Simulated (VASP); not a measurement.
The compound is MnO₂ (space group P-3m1, No. 164), taken as a cell listed in the Materials Project, as set up for an electronic-structure calculation.

```cif
data_structure
_symmetry_space_group_name_H-M 'P-3m1'
_symmetry_Int_Tables_number 164
_cell_length_a 2.8566
_cell_length_b 2.8566
_cell_length_c 4.6014
_cell_angle_alpha 90.000
_cell_angle_beta 90.000
_cell_angle_gamma 120.000
_cell_volume 32.52
loop_
_atom_site_label
_atom_site_type_symbol
_atom_site_symmetry_multiplicity
_atom_site_Wyckoff_symbol
_atom_site_fract_x
_atom_site_fract_y
_atom_site_fract_z
_atom_site_occupancy
Mn1 Mn 1 b 0.00000 0.00000 0.50000 1
O1 O 2 d 0.33333 0.66667 0.70629 1
```

Describe how the polyhedra about Mn are linked (bonds: Mn–O below 2.1 Å).

Mn: MnO6 octahedron, sharing edges with six neighbours.

They form layers of edge-sharing octahedra parallel to (001).

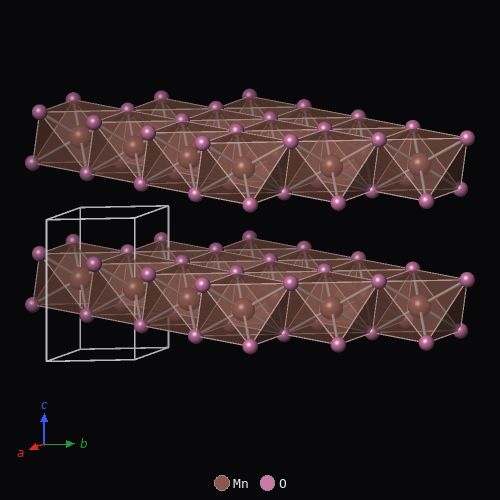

Polyhedra are drawn about Mn (bonds: Mn–O below 2.1 Å); other atoms are plain spheres.
